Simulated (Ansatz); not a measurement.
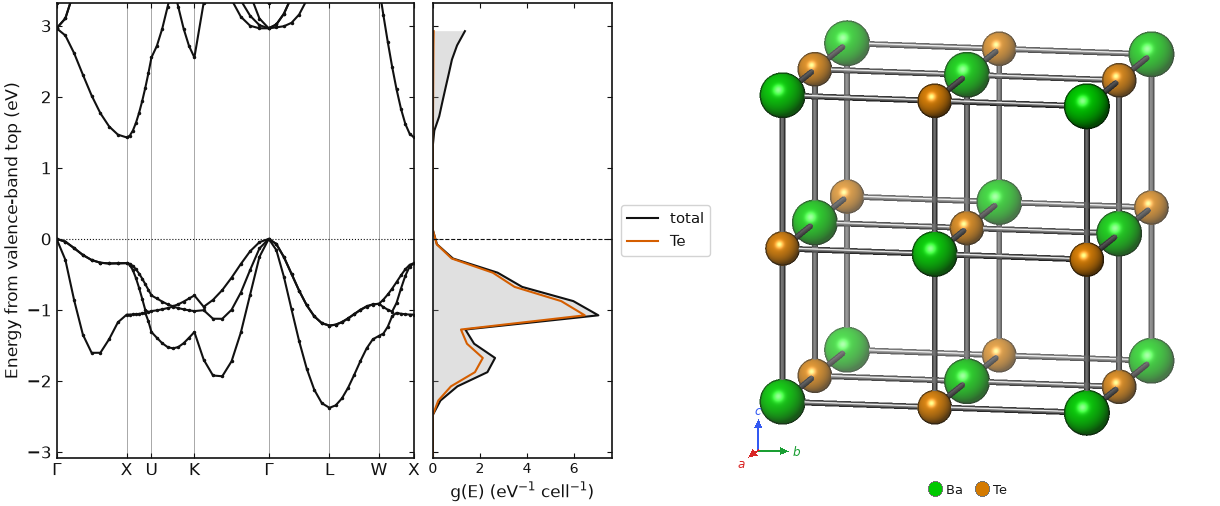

Band structure and density of states, beside the structure. Energies are counted from the top of the valence band. The path runs straight from each named point to the next. The partial curves are projected on Löwdin-orthogonalised atomic shells; they sum to less than the total at higher energies, where shells without a projector contribute.

Calculation on BaTe, space group Fm-3m (No. 225), 2 atoms in the cell; a = 4.82 Å, b = 4.82 Å, c = 4.82 Å, α = 60.00°, β = 60.00°, γ = 60.00°.

Ansatz; DFT, PBE, PAW with Ansatz's default frozen-core files, scalar-relativistic, no spin polarisation, 10×10×10 k mesh, 420 eV cutoff.

### Read off the fundamental gap and say whether it is direct.

The material is gapped. The gap along this path is 1.43 eV and indirect, from the valence-band top at Γ to the conduction-band bottom at X; the smallest direct gap is 1.77 eV, at X.

### How many bands meet at the valence-band top?

Three bands meet at the valence-band top at Γ: it is triply degenerate (spin aside).

### Where is the tallest peak in the window, and which states make it?

The tallest peak in the window is at −1.1 eV; by projected weight it is Te almost alone.

Spin-orbit coupling is left out, which matters for Te.
